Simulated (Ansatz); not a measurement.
**Geometry relaxation, with input and output: H$_{2}$Se (part 2 of 2)**

The same run, continued: H$_{2}$Se (P-3m1, 3 atoms in the cell); DFT PBE+D3(BJ), scalar-relativistic, plane waves, PAW, no spin polarisation (Ansatz 0.2.0); cutoff 420 eV, 18×18×12 k-mesh, Gaussian smearing of 0.1 eV. The structure was made by a generator, so it may or may not be a known phase.

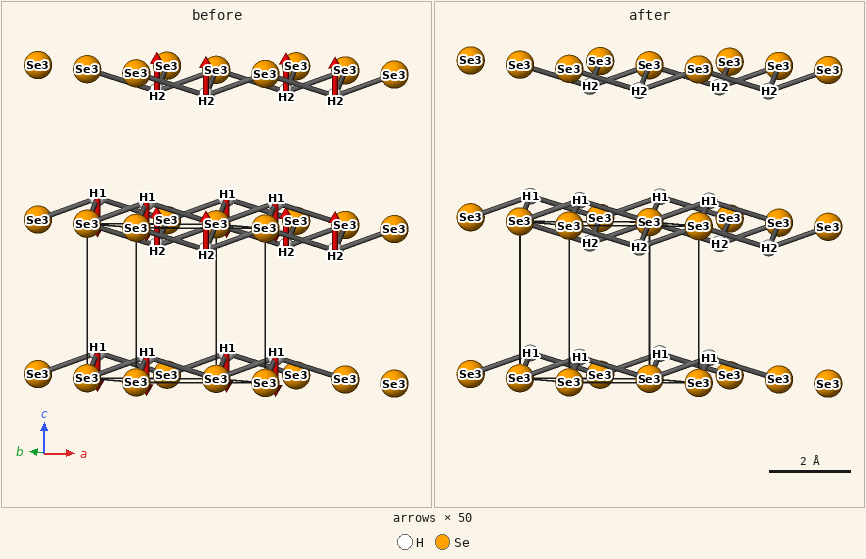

Figure 1. Before (left) and after (right) the relaxation, at one scale (ball-and-stick view of the cell of the calculation, repeated 2 × 2 × 2, seen at an oblique angle). The red arrows give the displacements (without the part carried along by the change of the cell), magnified 50 times. The largest moves relative to the cell, 0.020 Å, are those of H1 and H2. Se stays in place. The drawn cell changes as follows: a = b 3.248 → 3.258 Å (+0.3 %), c 3.854 → 3.910 Å (+1.5 %); the volume changes by +2.1 %. The space group stays P-3m1 (No. 164). The energy falls by 0.3 meV per atom in 4 geometry steps. The largest force component goes from 0.026 to 0.00023 eV/Å. The pressure goes from 0.45 to 0.01 GPa. The line search rejected the trial step at point 1 (counted from 0) and went back. A last SCF at the same geometry on a re-selected plane-wave basis shifts the energy by −0.2 meV per atom. (Atoms are counted from 1 in the order of the input.)

```
basis re-selected at this cell: Δ(F+E_penalty+E_count) = -5.034e-4 eV, ΔP = +0.010 GPa vs the last step (what re-selecting the basis moved, of the pressure what is left beyond the Pulay correction that the steps carried, after the strain that the cell walked since its last selection, with what the two solves' SCF thresholds leave and, on support functions, any second-order correction that the steps lacked; it is no measure of the basis error at this ecutwfc). This SCF's stress stands 3.39e-2 GPa from its target on what of the cell is left free (relax.cell.stress_tol is 5.00e-2 GPa) and its largest allowed force component is 2.29e-4 eV/Å (relax.f_tol is 1.00e-2 eV/Å): within both
SCF converged after 6 iterations
Free energy (F): -5499.242406 eV
Harris-Foulkes:  -5499.242406 eV  (|F-HF|=9.09e-13)
Internal energy: -5499.239075 eV  (E = F + TS)
E sigma→0 (E₀):  -5499.240740 eV
Entropy (-TS):   -0.003331 eV (-1.110 meV/atom)
Fermi energy:    5.513956 eV
--- Per-component energies (eV) ---
  E_band       = -432.292921
  E_kinetic    = 142.500550
  E_local      = -2730.654408  (includes V_loc(G=0)·N_el)
  E_nonlocal   = -591.854884
  E_hartree    = 1325.593471
  E_xc         = -121.013626
  E_vxc        = -119.970122  (∫ρ·V_xc dr)
  E_paw        = -1912.808997  (= ΣΔE_a)
  E_vpaw       = 216.501280  (= ΣTr[D̂ρ^β])
  E_aug_tail   = -0.002264  (compensation charges beyond the density's cutoff)
  E_ewald      = -1610.580865
  E_disp       = -0.418052  (pairwise vdW)
  E_smearing   = -0.003331  (= −TS)
  E_closure    = -0.000000  (closes the sum)
  Σ components = -5499.242406   (vs F -5499.242406, Δ=0.00e0)
--- Forces (eV/Å), atoms counted from 1 ---
  atom   1  H      0.00000000     0.00000000    -0.00022907
  atom   2  H     -0.00000000    -0.00000000     0.00022907
  atom   3  Se     0.00000000    -0.00000000     0.00000000
  max |Σ_I F_I| component: 7.23e-20 eV/Å
--- Stress (GPa, compression-positive) ---
        0.004966      -0.000000       0.000000
        0.000000       0.004966       0.000000
        0.000000      -0.000000       0.033880
  P = ⅓ Tr σ = 0.0146 GPa (0.146 kbar)
--- Band table (eV; the first three rows and the last of 394) ---
  k-point 0: bands = ["-42.6705", "-42.6705", "-42.5365", "-42.5365", "-42.4979", "-10.0242", "1.5016", "6.1675", "6.1675", "6.8810", "9.2873", "9.4117", "14.7058"]
  k-point 1: bands = ["-42.6705", "-42.6705", "-42.5365", "-42.5365", "-42.4979", "-10.0100", "1.3502", "6.1760", "6.1760", "6.9231", "9.1319", "9.8424", "14.7302"]
  k-point 2: bands = ["-42.6705", "-42.6705", "-42.5365", "-42.5365", "-42.4978", "-9.9707", "0.9721", "6.1992", "6.1992", "7.0164", "9.0589", "10.6865", "14.7983"]
  k-point 393: bands = ["-42.6679", "-42.6679", "-42.5378", "-42.5378", "-42.4943", "-6.6886", "-1.4366", "-1.4366", "3.5836", "8.1988", "8.1988", "14.5685", "14.5685"]
--- Relaxed structure (5 steps of the walk, 4 accepted, 1 SCFs on fresh bases) ---
  F+E_penalty+E_count = -5499.24240568 eV   max|allowed force component| = 2.291e-4 eV/Å   (the final SCF, on the basis selected at the relaxed cell)
  cell:  # Å, volume = 35.9512 Å³
    - [3.2582383437438063, 2.8958713107245517e-11, 3.711944741694644e-18]
    - [-1.6291191718969822, 2.8217171772521916, 1.9053224939822924e-29]
    - [4.404333254599138e-18, 2.5428429902219322e-18, 3.910361367225262]
  atoms:
    - { symbol: H, position: [0.3333333333333333, 0.6666666666666666, 0.14469887107668727] }
    - { symbol: H, position: [0.6666666666666666, 0.3333333333333333, 0.8553011289233126] }
    - { symbol: Se, position: [-8.070880705685143e-35, 8.282981686479426e-46, 2.781904613015566e-68] }
```

### Trajectory as extended XYZ (Å, eV, eV/Å), 6 frames, from step=1 to step=6
```
3
Lattice="3.2480 0.0000 0.0000 -1.6240 2.8128 0.0000 0.0000 0.0000 3.8538" Properties=species:S:1:pos:R:3:forces:R:3 step=1 energy=-5499.24107 pressure_GPa=0.45
H     0.0000    1.8752    0.5772    0.0000   0.0000  -0.0260
H     1.6240    0.9376    3.2767    0.0000   0.0000   0.0260
Se    0.0000    0.0000    0.0000    0.0000   0.0000   0.0000
3
Lattice="3.2706 0.0000 0.0000 -1.6353 2.8325 0.0000 0.0000 0.0000 3.8830" Properties=species:S:1:pos:R:3:forces:R:3 step=2 energy=-5499.23960 pressure_GPa=-0.19 accepted=F
H     0.0000    1.8883    0.5405    0.0000   0.0000   0.0636
H     1.6353    0.9442    3.3425    0.0000   0.0000  -0.0636
Se    0.0000    0.0000    0.0000    0.0000   0.0000   0.0000
3
Lattice="3.2562 0.0000 0.0000 -1.6281 2.8200 0.0000 0.0000 0.0000 3.8730" Properties=species:S:1:pos:R:3:forces:R:3 step=3 energy=-5499.24183 pressure_GPa=0.14
H     0.0000    1.8800    0.5679    0.0000   0.0000  -0.0047
H     1.6281    0.9400    3.3051    0.0000   0.0000   0.0047
Se    0.0000    0.0000    0.0000    0.0000   0.0000   0.0000
3
Lattice="3.2588 0.0000 0.0000 -1.6294 2.8222 0.0000 0.0000 0.0000 3.8985" Properties=species:S:1:pos:R:3:forces:R:3 step=4 energy=-5499.24192 pressure_GPa=0.01
H     0.0000    1.8815    0.5647    0.0000   0.0000   0.0029
H     1.6294    0.9407    3.3338    0.0000   0.0000  -0.0029
Se    0.0000    0.0000    0.0000    0.0000   0.0000   0.0000
3
Lattice="3.2582 0.0000 0.0000 -1.6291 2.8217 0.0000 0.0000 0.0000 3.9104" Properties=species:S:1:pos:R:3:forces:R:3 step=5 energy=-5499.24190 pressure_GPa=0.00
H     0.0000    1.8811    0.5658    0.0000   0.0000  -0.0001
H     1.6291    0.9406    3.3445    0.0000   0.0000   0.0001
Se    0.0000    0.0000    0.0000    0.0000   0.0000   0.0000
3
Lattice="3.2582 0.0000 0.0000 -1.6291 2.8217 0.0000 0.0000 0.0000 3.9104" Properties=species:S:1:pos:R:3:forces:R:3 step=6 energy=-5499.24241 pressure_GPa=0.01
H     0.0000    1.8811    0.5658    0.0000   0.0000  -0.0002
H     1.6291    0.9406    3.3445    0.0000   0.0000   0.0002
Se    0.0000    0.0000    0.0000    0.0000   0.0000   0.0000
```

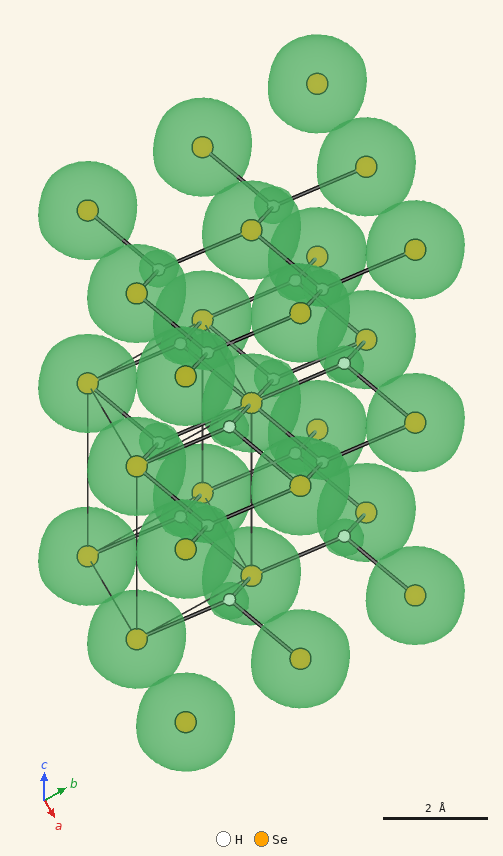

Figure 2. Isosurface of the valence pseudo-density at 0.6 e/Å³ (green), seen at an oblique angle. Sticks mark near contacts. The outline is the cell set on symmetry axes. At this value the density breaks into separate islands; it holds about 70 % of the electrons treated as valence. It is pinched off along the Se–H (1.96 Å) contacts. On the grid the lowest density along these lines, outside the cores, is 0.43 e/Å³ (Se–H, 1.96 Å). The fields are those of the smooth PAW valence density.

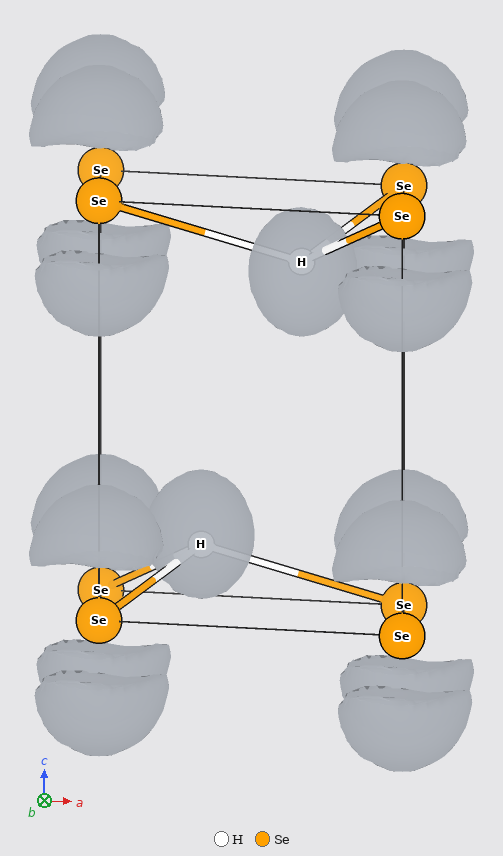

Figure 3. Isosurface of the electron localisation function at 0.8 (grey), seen at an oblique angle. Only the valence region is drawn (cores and ρ < 0.01 e/Å³ removed). Sticks mark near contacts. The outline is the cell set on symmetry axes.

This output came from the following input.

### Input file
```yaml
crystal:
  lattice:
    - [3.2479784327, 0.0, 0.0]
    - [-1.6239892164, 2.8128318337, 0.0]
    - [0.0, 0.0, 3.8538233775]
  atoms:
    - { symbol: H, position: [0.3333333333, 0.6666666667, 0.1497628017] }
    - { symbol: H, position: [0.6666666667, 0.3333333333, 0.8502371983] }
    - { symbol: Se, position: [0.0, 0.0, 0.0] }
basis:
  ecutwfc: 420
kpoints:
  mp_grid: { grid: [18, 18, 12] }
hamiltonian:
  xc: pbe
  dispersion: d3bj
scf:
  occupations: { method: gaussian, width: 0.1 }
output:
  forces: true
  stress: true
  eigenvalues: true
  write_density: true
  write_potential: true
  elf: true
  volumetric_format: npy
relax:
  adjacent_minimum: "off"
  f_tol: 0.01
  max_steps: 80
  cell: { stress_tol: 0.05 }
```

Launch command:
```bash
ansatz run input.yaml --threads 1 --pin off --max-ram 2560MiB --backend cpu --events-out ev --progress --plain --runs-dir out
```

### Key numbers

- outcome: converged
- space group (tolerance 0.01 Å): P-3m1 (164)
- electrons treated: 18
- free energy: −5499.2424 eV
- Fermi energy: 5.514 eV
- gap on the k-point mesh: none (metallic)
- pressure: 0.01 GPa
- final volume: 35.95 Å³
- largest force (length of the vector) at the end: under 0.001 eV/Å
- final cell: a = 3.258 Å, b = 3.258 Å, c = 3.910 Å, α = 90.00°, β = 90.00°, γ = 120.00°
- hardware: 1 thread of Intel Xeon @ 2.50GHz (Skylake/Cascade Lake), 189 GiB of memory available, shared host
- wall time: 2.2 min
- peak memory: 0.5 GiB
